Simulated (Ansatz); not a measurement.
Consider VSi2.

Input

```
crystal:
  lattice:
    - [4.5347995798, 0.0, 0.0]
    - [-2.2673997899, 3.9272516372, 0.0]
    - [0.0, 0.0, 6.31890063]
  atoms:
    - { symbol: V, position: [0.0, 0.5, 0.16666667] }
    - { symbol: V, position: [0.5, 0.5, 0.83333333] }
    - { symbol: V, position: [0.5, 0.0, 0.5] }
    - { symbol: Si, position: [0.83750678, 0.67501355, 0.5] }
    - { symbol: Si, position: [0.16249323, 0.83750678, 0.83333333] }
    - { symbol: Si, position: [0.67501355, 0.83750678, 0.16666667] }
    - { symbol: Si, position: [0.16249322, 0.32498645, 0.5] }
    - { symbol: Si, position: [0.83750678, 0.16249322, 0.83333333] }
    - { symbol: Si, position: [0.32498645, 0.16249323, 0.16666667] }
scf:
  occupations: { method: methfessel_paxton, width: 0.1 }
output:
  forces: true
  stress: true
  eigenvalues: true
  write_density: true
  write_potential: true
  elf: true
  volumetric_format: npy
kpoints:
  mp_grid: { grid: [12, 12, 8] }
hamiltonian:
  xc: pbe
relax:
  f_tol: 0.01
  adjacent_minimum: "off"
  cell: { stress_tol: 0.05 }
```

Command:

```sh
ansatz run input.yaml --threads 8 --pin off --max-ram 40960MiB --backend cpu --events-out ev --progress --plain --runs-dir out
```

Below, planes, directions and counts refer to the conventional cell (a = 4.57 Å, b = 4.57 Å, c = 6.36 Å, α = 90.00°, β = 90.00°, γ = 120.00°).

The fields are those of the run's last geometry, not of the input's.

Space group P6₂22; a structure from a database of computed crystals, not necessarily the ambient phase; computed without spin polarisation.

Level of theory: DFT PBE, scalar-relativistic, plane waves, PAW (Ansatz 0.2.0).

What can the converged valence pseudo-density and electron localisation function tell about the bonding?

Answer. V–Si (2.62 Å): ρ at the midpoint is about 0.32 e/Å³; the ELF peaks at about 0.75 in the valence shell of Si, 0.9 Å from its nucleus, and is about 0.45 at the midpoint.
V–Si (2.67 Å): ρ at the midpoint is about 0.29 e/Å³; the ELF peaks at about 0.70 in the valence shell of Si, 0.9 Å from its nucleus, and is about 0.40 at the midpoint.

Metal or insulator at this level of theory?

Answer. It is gapless in this calculation (a metal or semimetal).

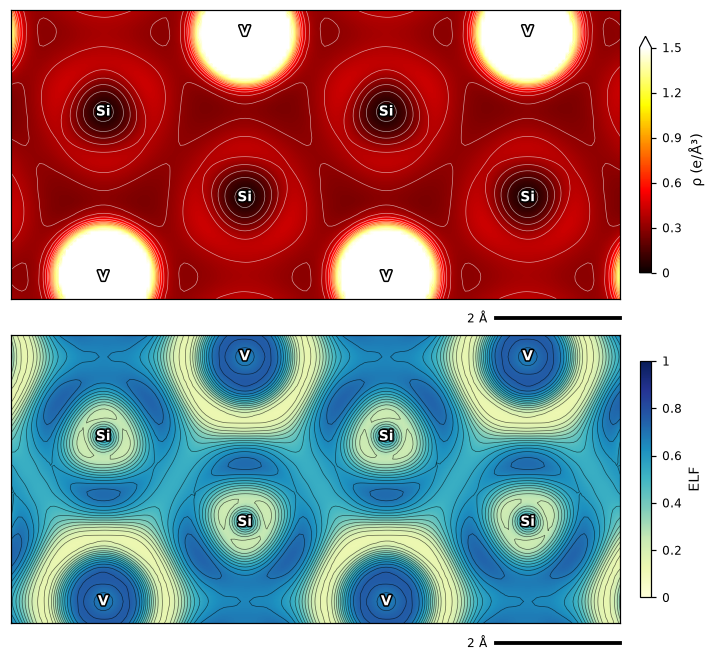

Computed valence pseudo-density and electron localisation function on the (001) plane of the conventional cell, in this order. 
